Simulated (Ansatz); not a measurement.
## Electronic structure of PtSe₂ in real space

```
Pt Se
1.0
     0.00000    6.43734    0.00000
    -3.71660    0.00000    0.00000
     0.00000    0.00000    5.82973
Pt Se
2 4
Direct
  0.00000 0.98655 0.00000
  0.50000 0.48655 0.00000
  0.33333 0.00000 0.22497
  0.83333 0.50000 0.22497
  0.16667 0.50000 0.77503
  0.66667 0.00000 0.77503
```

Space group C2; started from the PtSe2 prototype; changed on purpose from its base cell (atom 1 (Pt) moved 0.05 A along x); not relaxed (largest force 0.8 eV/Å).

Computed with DFT r2SCAN, scalar-relativistic, plane waves, PAW in Ansatz 0.2.0.

The density is the valence pseudo-density of a PAW calculation; it isn't the true density close to the nuclei.

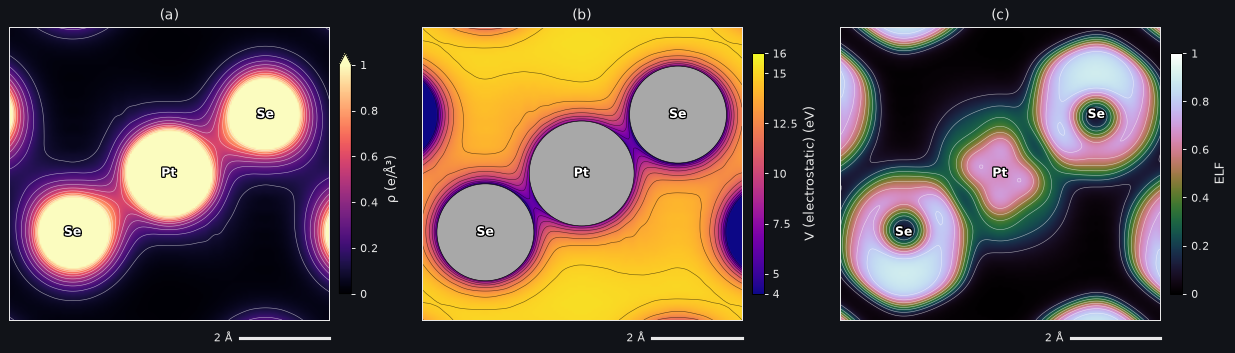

Figure 1. (a) valence electron density; (b) electrostatic potential (local pseudopotential plus Hartree) felt by an electron; (c) electron localisation function on the (010) plane of the conventional cell. Grey discs cover the atomic cores in the potential map.

Question: Read the bonding off the picture.

Answer:
- The section cuts through Pt and Se sites.
- Between the atoms the lowest density in this plane is 0.008 e/Å³.
- The features right at Pt lie inside the PAW spheres, where the map follows smoothed inner orbitals and isn't to be read closely.
- Outside the cores the potential energy rises away from the atoms and is highest about 2.6 Å from the nearest atoms; its zero is arbitrary.

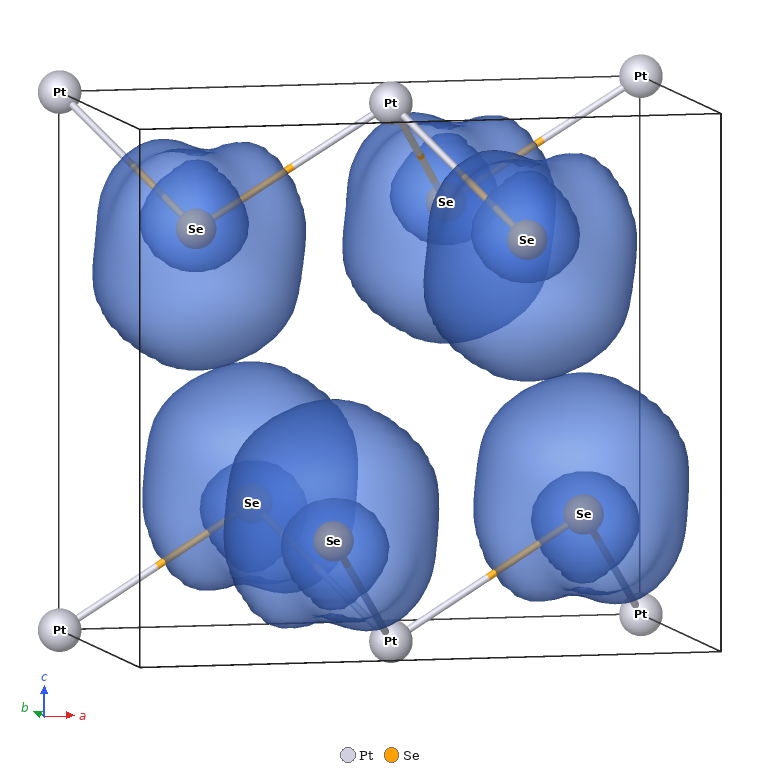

Figure 2. Isosurface of the electron localisation function at 0.65 (blue), seen slightly off an axis. Core shells and regions of very low density are left out. Sticks mark near contacts.

Question: Identify the bonds, lone pairs and shells in this picture.

Answer: The surface consists of four regions wrapped around Se (the valence shell of each), counted in one cell of 6 atoms. Regions shared between cells count once. Along the contacts the grid gives the following. Pt–Se (2.48 Å): the ELF is about 0.50 at the midpoint. Pt–Se (2.55 Å): the ELF is about 0.50 at the midpoint.

Question: Metal or insulator at this level of theory?

Answer: It is gapped, with a Kohn–Sham gap of 0.66 eV on the k-point mesh (the band edges may lie off the mesh, which would make the gap smaller).
